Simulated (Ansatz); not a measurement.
Read the following structure.

```cif
data_structure
_symmetry_space_group_name_H-M 'P m -3 m'
_symmetry_Int_Tables_number 221
_cell_length_a 3.9175
_cell_length_b 3.9175
_cell_length_c 3.9175
_cell_angle_alpha 90.000
_cell_angle_beta 90.000
_cell_angle_gamma 90.000
_cell_volume 60.12
loop_
_atom_site_label
_atom_site_type_symbol
_atom_site_symmetry_multiplicity
_atom_site_Wyckoff_symbol
_atom_site_fract_x
_atom_site_fract_y
_atom_site_fract_z
_atom_site_occupancy
Ba1 Ba 1 b 0.50000 0.50000 0.50000 1
Ti1 Ti 1 a 0.00000 0.00000 0.00000 1
O1 O 3 d 0.50000 0.00000 0.00000 1
```

Characterise the structure given above.

The stoichiometry is BaTiO$_{3}$. The atoms follow space group Pm-3m (No. 221); the Bravais lattice is primitive cubic. It belongs to the family called cubic perovskite. Atoms per cell: 5 (1 Ba, 1 Ti, 3 O). About every Ba there are twelve O in a cuboctahedral arrangement at 2.77 Å. About every Ti there are six O in an octahedral arrangement at 1.96 Å. Each O atom is coordinated by four Ba and two Ti in a distorted octahedral arrangement (2.77 Å to Ba, 1.96 Å to Ti). The bonds build a three-dimensional framework.

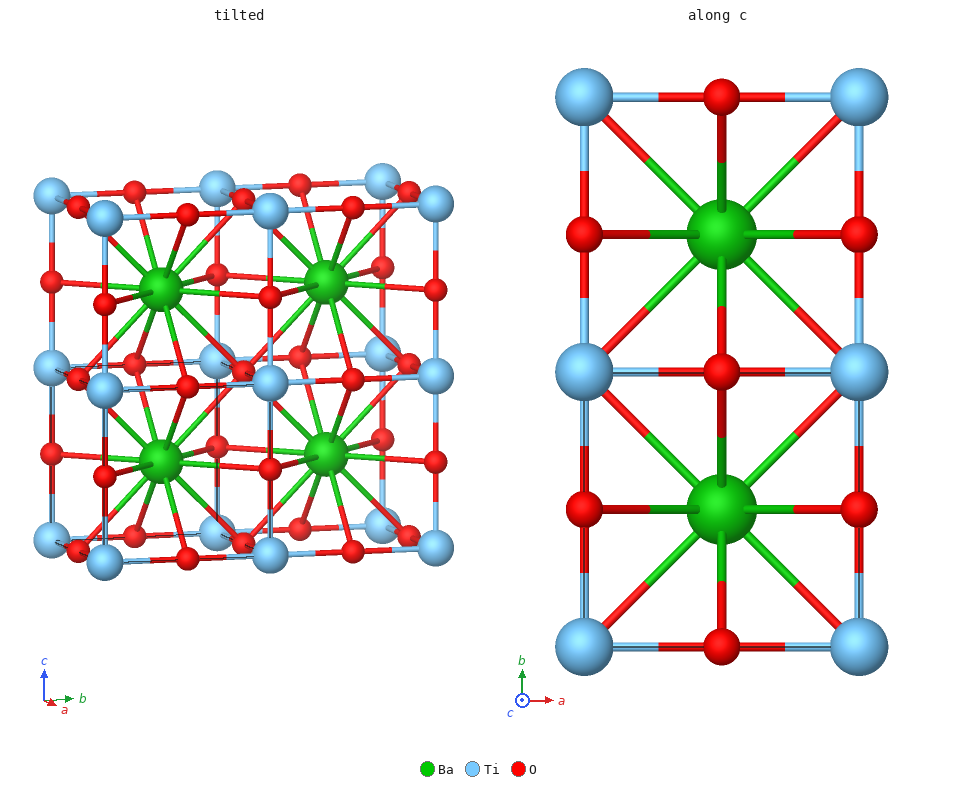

Structure drawing (ball-and-stick), viewed slightly off an axis and along the c axis. The drawing covers 1×2×2 cells, and the solid lines enclose one conventional unit cell. Colours: barium green, titanium blue, oxygen red.

Starting structure: a structure listed in the Materials Project. Earlier steps of the study may have refined or changed the cell and positions. It went into a calculation with Ansatz.

At this level of theory the cell isn't at rest (compressed, at 12 GPa), so its distances can differ from those at equilibrium, the more so the softer the solid.
